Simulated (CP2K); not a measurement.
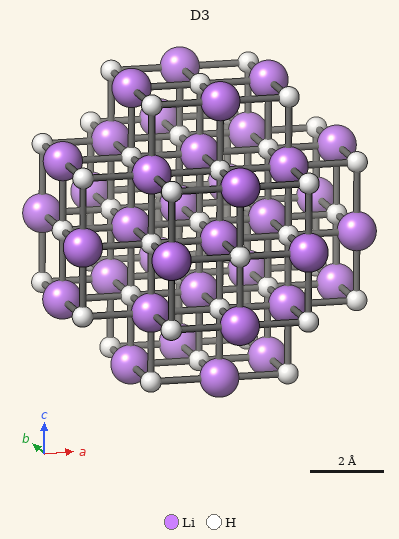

A crystal of LiH (set up in Fm-3m), relaxed (cell and atoms) with several dispersion corrections. The picture shows the result with D3. The picture is a ball-and-stick view of the larger cell on standard axes (4 times the calculation's cell), seen slightly off an axis.

Computed with CP2K 2026.2: PBE, GTH-PBE with UZH-DZVP basis. Set-up: k-point mesh 9 × 9 × 9; occupations fermi-dirac; smearing width 0.05 eV; optimiser BFGS; no spin polarisation.

```tsv
dispersion correction	volume (Å³/atom)	a (Å)	b (Å)
D3	7.669	3.939	3.956
none	8.206	4.032	4.038
D4	?	?	?
D3(BJ)	7.483	3.905	3.927
D2	7.059	3.827	3.860
```

> One row is withheld. What does the calculation give there?

With D4 the volume falls between D3 (7.669) and none (8.206). The calculation gives 7.947 Å³/atom (a = 3.988 Å, b = 3.999 Å). In order of volume: D2 < D3(BJ) < D3 < D4 < none; the spread is 16.2 %.

Each member starts from this one structure; whether another phase lies lower wasn't checked.
